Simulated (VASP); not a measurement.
**Co: geometry relaxation (part 2 of 3)**

Continued. System: Co (P6₃/mmc, 2 atoms in the cell). Method: Kohn-Sham DFT of a periodic cell, PBE, VASP PAW PBE potentials, recommended, spin-polarised (VASP 6.6.1); cutoff 600 eV, 20×20×11 k-mesh, methfessel-paxton of 0.1 eV, collinear spins. The structure derives from a Materials Project entry.

Geometry of the input (Å; fractional positions):
```
2.4720  0.0000  0.0000
-1.2360  2.1408  0.0000
0.0000  0.0000  4.0211
Co 0.3333  0.6667  0.2500
Co 0.6667  0.3333  0.7500
```

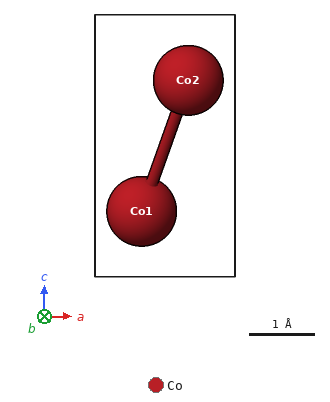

Figure 1. The geometry at step 2 of the log (ball-and-stick view of the cell of the calculation, along the b axis; atoms are numbered from 1 in the order of the input).

## Parts of OUTCAR, continued
```
  energy  without entropy=      -14.0679544299  energy(sigma->0) =      -14.06782946

--------------------------------------- Ionic step        2  -------------------------------------------

 number of electron      17.9999994 magnetization       3.2145264

------------------------ aborting loop because EDIFF is reached ----------------------------------------

  FORCE on cell =-STRESS in cart. coord.  units (eV):
  Direction    XX          YY          ZZ          XY          YZ          ZX
  --------------------------------------------------------------------------------------
  -------------------------------------------------------------------------------------
  Total       -0.5548932     -0.5548932     -0.5199423      0.0000000      0.0000000      0.0000000
  in kB      -40.3415856    -40.3415851    -37.8005990      0.0000010      0.0000000      0.0000000
  external PRESSURE =     -39.4945899 kB  Pullay stress =       0.0000000 kB

 VOLUME and BASIS-vectors are now :
 -----------------------------------------------------------------------------
  energy-cutoff  :      600.00
  volume of cell :       22.04
      direct lattice vectors                 reciprocal lattice vectors
     2.507036182 -0.000000001  0.000000000     0.398877371  0.230291968  0.000000000
    -1.253518142  2.171157010 -0.000000000     0.000000000  0.460583917  0.000000000
     0.000000000 -0.000000000  4.048696431     0.000000000  0.000000000  0.246993080

 POSITION                                       TOTAL-FORCE (eV/Angst)
 -----------------------------------------------------------------------------------
     -0.00000      1.44744      1.01217        -0.000000      0.000000      0.000000
      1.25352      0.72372      3.03652         0.000000     -0.000000      0.000000
 -----------------------------------------------------------------------------------
    total drift:                               -0.000000      0.000000     -0.000000

  FREE ENERGIE OF THE ION-ELECTRON SYSTEM (eV)
  ---------------------------------------------------
  free  energy   TOTEN  =       -14.0671546165 eV

  energy  without entropy=      -14.0671779525  energy(sigma->0) =      -14.06716240

--------------------------------------- Ionic step        3  -------------------------------------------

 number of electron      17.9999995 magnetization       3.2018152

------------------------ aborting loop because EDIFF is reached ----------------------------------------

  FORCE on cell =-STRESS in cart. coord.  units (eV):
  Direction    XX          YY          ZZ          XY          YZ          ZX
  --------------------------------------------------------------------------------------
  -------------------------------------------------------------------------------------
  Total        0.0195198      0.0195198     -0.1124891     -0.0000000      0.0000000      0.0000000
  in kB        1.4450715      1.4450715     -8.3276769     -0.0000000      0.0000000      0.0000000
  external PRESSURE =      -1.8125113 kB  Pullay stress =       0.0000000 kB

 VOLUME and BASIS-vectors are now :
 -----------------------------------------------------------------------------
  energy-cutoff  :      600.00
  volume of cell :       21.64
      direct lattice vectors                 reciprocal lattice vectors
     2.488828766 -0.000000000  0.000000000     0.401795420  0.231976705  0.000000000
    -1.244414434  2.155388926 -0.000000000     0.000000000  0.463953391  0.000000000
     0.000000000 -0.000000000  4.034378224     0.000000000  0.000000000  0.247869670

 POSITION                                       TOTAL-FORCE (eV/Angst)
 -----------------------------------------------------------------------------------
     -0.00000      1.43693      1.00859        -0.000000     -0.000000      0.000000
      1.24441      0.71846      3.02578         0.000000      0.000000      0.000000
 -----------------------------------------------------------------------------------
    total drift:                               -0.000000      0.000000     -0.000000

  FREE ENERGIE OF THE ION-ELECTRON SYSTEM (eV)
  ---------------------------------------------------
  free  energy   TOTEN  =       -14.0721388113 eV

  energy  without entropy=      -14.0721962730  energy(sigma->0) =      -14.07215797

--------------------------------------- Ionic step        4  -------------------------------------------

 number of electron      17.9999995 magnetization       3.2015702

------------------------ aborting loop because EDIFF is reached ----------------------------------------

  FORCE on cell =-STRESS in cart. coord.  units (eV):
  Direction    XX          YY          ZZ          XY          YZ          ZX
  --------------------------------------------------------------------------------------
  -------------------------------------------------------------------------------------
  Total        0.0324507      0.0324507     -0.0994022     -0.0000000      0.0000000      0.0000000
  in kB        2.4031671      2.4031671     -7.3613144     -0.0000001      0.0000000      0.0000000
  external PRESSURE =      -0.8516601 kB  Pullay stress =       0.0000000 kB

 VOLUME and BASIS-vectors are now :
 -----------------------------------------------------------------------------
  energy-cutoff  :      600.00
  volume of cell :       21.63
      direct lattice vectors                 reciprocal lattice vectors
     2.488492189 -0.000000000  0.000000000     0.401849764  0.232008080  0.000000000
    -1.244246145  2.155097441 -0.000000000     0.000000000  0.464016142  0.000000000
     0.000000000 -0.000000000  4.034113541     0.000000000  0.000000000  0.247885933

 POSITION                                       TOTAL-FORCE (eV/Angst)
 -----------------------------------------------------------------------------------
     -0.00000      1.43673      1.00853         0.000000     -0.000000      0.000000
      1.24425      0.71837      3.02559        -0.000000      0.000000      0.000000
 -----------------------------------------------------------------------------------
    total drift:                               -0.000000      0.000000     -0.000000

  FREE ENERGIE OF THE ION-ELECTRON SYSTEM (eV)
  ---------------------------------------------------
  free  energy   TOTEN  =       -14.0721382124 eV

  energy  without entropy=      -14.0721971906  energy(sigma->0) =      -14.07215787

--------------------------------------- Ionic step        5  -------------------------------------------

 number of electron      17.9999994 magnetization       3.1984993

------------------------ aborting loop because EDIFF is reached ----------------------------------------

  FORCE on cell =-STRESS in cart. coord.  units (eV):
  Direction    XX          YY          ZZ          XY          YZ          ZX
  --------------------------------------------------------------------------------------
  -------------------------------------------------------------------------------------
  Total        0.0169047      0.0169047     -0.0069973     -0.0000000      0.0000000      0.0000000
  in kB        1.2527188      1.2527188     -0.5185341     -0.0000000      0.0000000      0.0000000
  external PRESSURE =       0.6623012 kB  Pullay stress =       0.0000000 kB

 VOLUME and BASIS-vectors are now :
 -----------------------------------------------------------------------------
  energy-cutoff  :      600.00
  volume of cell :       21.62
      direct lattice vectors                 reciprocal lattice vectors
     2.490319259 -0.000000000 -0.000000000     0.401554940  0.231837863 -0.000000000
    -1.245159680  2.156679730  0.000000000     0.000000000  0.463675708 -0.000000000
     0.000000000  0.000000000  4.025531716     0.000000000 -0.000000000  0.248414389

 POSITION                                       TOTAL-FORCE (eV/Angst)
 -----------------------------------------------------------------------------------
     -0.00000      1.43779      1.00638        -0.000000      0.000000      0.000000
      1.24516      0.71889      3.01915         0.000000     -0.000000      0.000000
 -----------------------------------------------------------------------------------
    total drift:                               -0.000000      0.000000     -0.000000

  FREE ENERGIE OF THE ION-ELECTRON SYSTEM (eV)
  ---------------------------------------------------
  free  energy   TOTEN  =       -14.0722864221 eV

  energy  without entropy=      -14.0722869019  energy(sigma->0) =      -14.07228658

--------------------------------------- Ionic step        6  -------------------------------------------

 number of electron      17.9999994 magnetization       3.1979251

 Free energy of the ion-electron system (eV)
  ---------------------------------------------------
  ext. energy  EPLUGINS =         0.00000000
  ---------------------------------------------------
  free energy    TOTEN  =       -14.07228822 eV

  energy without entropy =      -14.07227791  energy(sigma->0) =      -14.07228478

 E-fermi :  10.2979     XC(G=0): -13.4256     alpha+bet :-17.7950

 val. band max:       10.2962210306   @ k =   0.1500   0.0500   0.1818
 cond. band min:      10.3005215010   @ k =   0.1000   0.0500   0.1818
 fundamental gap:      0.0043004704
 Fermi energy:        10.2978735059

 spin component 1

 k-point     1 :       0.0000    0.0000    0.0000
  band No.  band energies     occupation
      1       1.3825      1.00000
      2       5.1670      1.00000
      3       7.7004      1.00000
      4       7.7185      1.00000
      5       7.7185      1.00000
      6       8.0330      1.00000
      7       8.0330      1.00000
      8       8.3740      1.00000
      9       8.3740      1.00000
     10       9.4829      1.00000
     11       9.4829      1.00000
     12      10.2476      0.87140
     13      16.7126      0.00000
     14      32.3078      0.00000
     15      34.8982      0.00000

 k-point     2 :       0.0500   -0.0000    0.0000
  band No.  band energies     occupation
      1       1.4707      1.00000
      2       5.2206      1.00000
      3       7.5808      1.00000
      4       7.7598      1.00000
      5       7.8265      1.00000
      6       8.0125      1.00000
      7       8.0695      1.00000
      8       8.3307      1.00000
      9       8.3475      1.00000
     10       9.0629      1.00000
     11       9.4945      1.00000
     12      10.7704     -0.00000
     13      16.7274      0.00000
     14      31.6713      0.00000
     15      33.4275      0.00000

 k-point     3 :       0.1000    0.0000    0.0000
  band No.  band energies     occupation
      1       1.7321      1.00000
      2       5.3724      1.00000
      3       7.4298      1.00000
      4       7.8810      1.00000
      5       7.9127      1.00000
      6       7.9947      1.00000
      7       8.1250      1.00000
      8       8.1765      1.00000
      9       8.2741      1.00000
     10       8.5938      1.00000
     11       9.5248      1.00000
     12      11.6251     -0.00000
     13      16.7749      0.00000
     14      29.7244      0.00000
     15      32.2741      0.00000

 k-point     4 :       0.1500    0.0000    0.0000
  band No.  band energies     occupation
      1       2.1564      1.00000
      2       5.5920      1.00000
      3       7.2635      1.00000
      4       7.6796      1.00000
      5       7.8445      1.00000
      6       8.0744      1.00000
      7       8.1393      1.00000
      8       8.1678      1.00000
      9       8.3463      1.00000
     10       8.3862      1.00000
     11       9.5641      1.00000
     12      12.5821      0.00000
     13      16.8633      0.00000
     14      27.4121      0.00000
     15      30.8326      0.00000

 k-point     5 :       0.2000    0.0000    0.0000
  band No.  band energies     occupation
      1       2.7234      1.00000
      2       5.8180      1.00000
      3       7.1165      1.00000
      4       7.2074      1.00000
      5       7.7611      1.00000
      6       8.0442      1.00000
      7       8.2581      1.00000
      8       8.3265      1.00000
      9       8.3520      1.00000
     10       8.5662      1.00000
     11       9.6039      1.00000
     12      13.6162      0.00000
     13      17.0026      0.00000
     14      25.1117      0.00000
     15      29.4984      0.00000

 [... the levels of 18 k-points are left out ...]

 k-point    24 :       0.2500    0.1000    0.0000
  band No.  band energies     occupation
      1       4.3259      1.00000
      2       6.0819      1.00000
      3       6.4241      1.00000
      4       6.8872      1.00000
      5       7.6383      1.00000
      6       7.7980      1.00000
      7       8.0999      1.00000
      8       8.7202      1.00000
      9       9.0789      1.00000
     10       9.4815      1.00000
     11       9.6297      1.00000
     12      16.2022      0.00000
     13      17.5302      0.00000
     14      21.1052      0.00000
     15      24.8094      0.00000

 [... further k-points ...]

 spin component 2

 k-point     1 :       0.0000    0.0000    0.0000
  band No.  band energies     occupation
      1       1.3716      1.00000
      2       6.1040      1.00000
      3       9.3246      1.00000
      4       9.3464      1.00000
      5       9.3464      1.00000
      6       9.7150      1.00000
      7       9.7150      1.00000
      8      10.1323      1.02052
      9      10.1323      1.02052
     10      10.1763      1.03545
     11      11.3588     -0.00000
     12      11.3588     -0.00000
     13      17.7169      0.00000
     14      32.0189      0.00000
     15      35.2481      0.00000

 k-point     2 :       0.0500   -0.0000    0.0000
  band No.  band energies     occupation
      1       1.4601      1.00000
      2       6.1648      1.00000
      3       9.1834      1.00000
      4       9.3918      1.00000
      5       9.4694      1.00000
      6       9.6881      1.00000
      7       9.7551      1.00000
      8       9.8443      1.00000
      9      10.1013      1.00891
     10      10.1135      1.01281
     11      11.3726     -0.00000
     12      11.7635     -0.00000
     13      17.7236      0.00000
     14      31.5376      0.00000
     15      33.5902      0.00000

 k-point     3 :       0.1000    0.0000    0.0000
  band No.  band energies     occupation
      1       1.7228      1.00000
      2       6.3388      1.00000
      3       8.9986      1.00000
      4       9.2981      1.00000
      5       9.5254      1.00000
      6       9.5641      1.00000
      7       9.6574      1.00000
      8       9.8729      1.00000
      9      10.0156      1.00024
     10      10.0503      1.00129
     11      11.4085     -0.00000
     12      12.5363      0.00000
     13      17.7460      0.00000
     14      29.8803      0.00000
     15      32.6116      0.00000

 k-point     4 :       0.1500    0.0000    0.0000
  band No.  band energies     occupation
      1       2.1511      1.00000
      2       6.5976      1.00000
      3       8.7740      1.00000
      4       8.7853      1.00000
      5       9.4702      1.00000
      6       9.7392      1.00000
      7       9.8125      1.00000
      8       9.8922      1.00000
      9       9.9529      1.00001
     10      10.0601      1.00196
     11      11.4548     -0.00000
     12      13.4351      0.00000
     13      17.7913      0.00000
     14      27.7010      0.00000
     15      31.1372      0.00000

 k-point     5 :       0.2000    0.0000    0.0000
  band No.  band energies     occupation
      1       2.7291      1.00000
      2       6.8844      1.00000
      3       8.3121      1.00000
      4       8.5720      1.00000
      5       9.3514      1.00000
      6       9.7494      1.00000
      7       9.8316      1.00000
      8      10.0197      1.00030
      9      10.0372      1.00071
     10      10.3032      0.45533
     11      11.5011     -0.00000
     12      14.4162      0.00000
     13      17.8678      0.00000
     14      25.4889      0.00000
     15      29.7842      0.00000

 [... the levels of 18 k-points are left out ...]

 k-point    24 :       0.2500    0.1000    0.0000
  band No.  band energies     occupation
      1       4.4344      1.00000
      2       7.3102      1.00000
      3       7.5861      1.00000
      4       8.1474      1.00000
      5       9.2433      1.00000
      6       9.3282      1.00000
      7       9.6855      1.00000
      8      10.4480     -0.02758
      9      10.8534     -0.00000
     10      11.2135     -0.00000
     11      11.5299     -0.00000
     12      16.8878      0.00000
     13      18.1922      0.00000
     14      21.6298      0.00000
     15      25.1362      0.00000

 [... further k-points ...]

------------------------ aborting loop because EDIFF is reached ----------------------------------------

  FORCE on cell =-STRESS in cart. coord.  units (eV):
  Direction    XX          YY          ZZ          XY          YZ          ZX
  --------------------------------------------------------------------------------------
  -------------------------------------------------------------------------------------
  Total        0.0060770      0.0060770      0.0065994     -0.0000000     -0.0000000      0.0000000
  in kB        0.4503918      0.4503918      0.4891058     -0.0000000     -0.0000000      0.0000000
  external PRESSURE =       0.4632965 kB  Pullay stress =       0.0000000 kB

 VOLUME and BASIS-vectors are now :
 -----------------------------------------------------------------------------
  energy-cutoff  :      600.00
  volume of cell :       21.62
      direct lattice vectors                 reciprocal lattice vectors
     2.490649931 -0.000000000 -0.000000000     0.401501627  0.231807083 -0.000000000
    -1.245325016  2.156966101  0.000000000     0.000000000  0.463614148 -0.000000000
     0.000000000  0.000000000  4.023978534     0.000000000 -0.000000000  0.248510272

 POSITION                                       TOTAL-FORCE (eV/Angst)
 -----------------------------------------------------------------------------------
     -0.00000      1.43798      1.00599         0.000000      0.000000      0.000000
      1.24532      0.71899      3.01798        -0.000000     -0.000000      0.000000
 -----------------------------------------------------------------------------------
    total drift:                               -0.000000      0.000000     -0.000000

  FREE ENERGIE OF THE ION-ELECTRON SYSTEM (eV)
  ---------------------------------------------------
  free  energy   TOTEN  =       -14.0722882166 eV

  energy  without entropy=      -14.0722779114  energy(sigma->0) =      -14.07228478

 reached required accuracy - stopping structural energy minimisation

 total charge

# of ion       s       p       d       tot
------------------------------------------
    1        0.490   0.524   7.267   8.280
    2        0.490   0.524   7.267   8.280
--------------------------------------------------
tot          0.980   1.048  14.533  16.561

 magnetization (x)

# of ion       s       p       d       tot
------------------------------------------
    1       -0.015  -0.056   1.690   1.619
    2       -0.015  -0.056   1.690   1.619
--------------------------------------------------
tot         -0.030  -0.111   3.380   3.238
```

## CONTCAR
```
Co
   1.00000000000000
     2.4906499309570345   -0.0000000004365533   -0.0000000000000000
    -1.2453250162338088    2.1569661005465699    0.0000000000000000
     0.0000000000000000    0.0000000000000000    4.0239785339090144
  Co
     2
Direct
     0.3333333300000021    0.6666666699999979    0.2500000000000000
     0.6666666699999979    0.3333333300000021    0.7500000000000000

  0.00000000E+00  0.00000000E+00  0.00000000E+00
  0.00000000E+00  0.00000000E+00  0.00000000E+00
```

## Trajectory as extended XYZ (Å, eV, eV/Å), 6 frames, from step=0 to step=5
```
2
Lattice="2.4720 0.0000 0.0000 -1.2360 2.1408 0.0000 0.0000 0.0000 4.0211" Properties=species:S:1:pos:R:3:forces:R:3 step=0 energy=-14.06777
Co    0.0000    1.4272    1.0053    0.0000   0.0000   0.0000
Co    1.2360    0.7136    3.0159    0.0000   0.0000   0.0000
2
Lattice="2.5070 -0.0000 0.0000 -1.2535 2.1712 -0.0000 0.0000 -0.0000 4.0487" Properties=species:S:1:pos:R:3:forces:R:3 step=1 energy=-14.06715
Co    0.0000    1.4474    1.0122    0.0000   0.0000   0.0000
Co    1.2535    0.7237    3.0365    0.0000   0.0000   0.0000
2
Lattice="2.4888 -0.0000 0.0000 -1.2444 2.1554 -0.0000 0.0000 -0.0000 4.0344" Properties=species:S:1:pos:R:3:forces:R:3 step=2 energy=-14.07214
Co    0.0000    1.4369    1.0086    0.0000   0.0000   0.0000
Co    1.2444    0.7185    3.0258    0.0000   0.0000   0.0000
2
Lattice="2.4885 -0.0000 0.0000 -1.2442 2.1551 -0.0000 0.0000 -0.0000 4.0341" Properties=species:S:1:pos:R:3:forces:R:3 step=3 energy=-14.07214
Co    0.0000    1.4367    1.0085    0.0000   0.0000   0.0000
Co    1.2442    0.7184    3.0256    0.0000   0.0000   0.0000
```
